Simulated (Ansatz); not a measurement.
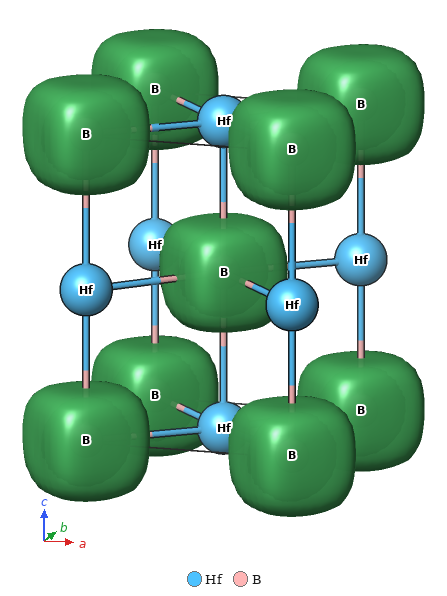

*HfB. Isosurface of the electron localisation function at 0.7 (green), seen slightly off an axis. Only the valence region is drawn (cores and ρ < 0.01 e/Å³ removed). Sticks mark near contacts.*

Space group I4mm; changed on purpose from its base cell (mode 4 frozen in at -0.038 Å, normal strain along x +0.0233); computed pressure about −4 GPa in this cell; computed without spin polarisation.

Level of theory: DFT PBEsol, scalar-relativistic, plane waves, PAW in Ansatz.

The calculation's input:

```
crystal:
  lattice:
    - [0.0, 2.3936993068, 2.3936993068]
    - [2.4494725006, 0.0, 2.3936993068]
    - [2.4494725006, 2.3936993068, 0.0]
  atoms:
    - { symbol: Hf, position: [0.4995230658, 0.5004769342, 0.5004769342] }
    - { symbol: B, position: [0.0078748404, -0.0078748404, -0.0078748404] }
basis:
  ecutwfc: 520.0
kpoints:
  mp_grid: { grid: [16, 16, 16] }
hamiltonian:
  xc: pbesol
  pseudopotentials: { kind: paw }
scf:
  occupations: { method: gaussian, width: 0.15 }
output:
  forces: true
  stress: true
  eigenvalues: true
  write_density: true
  write_potential: true
  elf: true
  volumetric_format: npy
```

Command:

```sh
ansatz run input.yaml --threads 1 --pin off --max-ram 2048MiB --backend cpu --events-out ev --progress --plain --runs-dir out
```

Below, planes, directions and counts refer to the conventional cell (a = 3.39 Å, b = 3.39 Å, c = 4.90 Å, α = 90.00°, β = 90.00°, γ = 90.00°).

What do the ELF domains correspond to?

The surface consists of two regions wrapped around B (the valence shell of each), counted in one cell of 4 atoms. Any copies at cell faces, edges or corners count once. Profiles from the grid: Hf–B (2.39 Å): the ELF peaks at about 0.75 in the valence shell of B, 0.8 Å from its nucleus, and is about 0.25 at the midpoint. Hf–B (2.49 Å): the ELF peaks at about 0.75 in the valence shell of B, 0.8 Å from its nucleus, and is about 0.25 at the midpoint.
